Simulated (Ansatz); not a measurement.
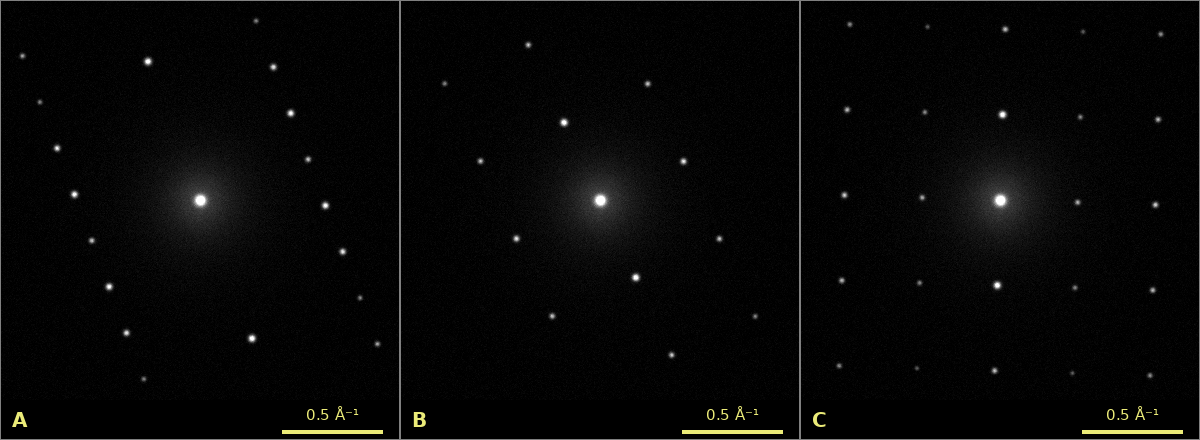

Kinematic zone-axis patterns, calculated for 120 keV electrons with B = 0.5 Å².

All three come from Mo, space group P6/mmm (No. 191), a = 4.684 Å, c = 2.572 Å (hexagonal axes). Structure: the geometry relaxed with DFT, revPBE, plane waves (420 eV) with PAW, scalar-relativistic (Ansatz 0.2.0); the starting structure was generated, so it need not be a known form of this composition.

```
Mo
1.0
     4.68415    0.00000    0.00000
    -2.34207    4.05659    0.00000
     0.00000    0.00000    2.57166
Mo
3
Direct
  0.00000 0.00000 0.00000
  0.33333 0.66667 0.50000
  0.66667 0.33333 0.50000
```

Q: Assign the zone axes [102], [210], [212] to A, B and C.

A: A is [102]: rectangular net of 0 -1 0 (itself too weak to see) at d = 4.06 Å and -2 1 1 at d = 1.73 Å, at 90.0°. B is [212]: rectangular net of -1 2 0 at d = 2.34 Å and -1 0 1 at d = 2.17 Å, at 90.0°. C is [210]: rectangular net of 0 0 1 at d = 2.57 Å and 1 -2 0 at d = 2.34 Å, at 90.0°.
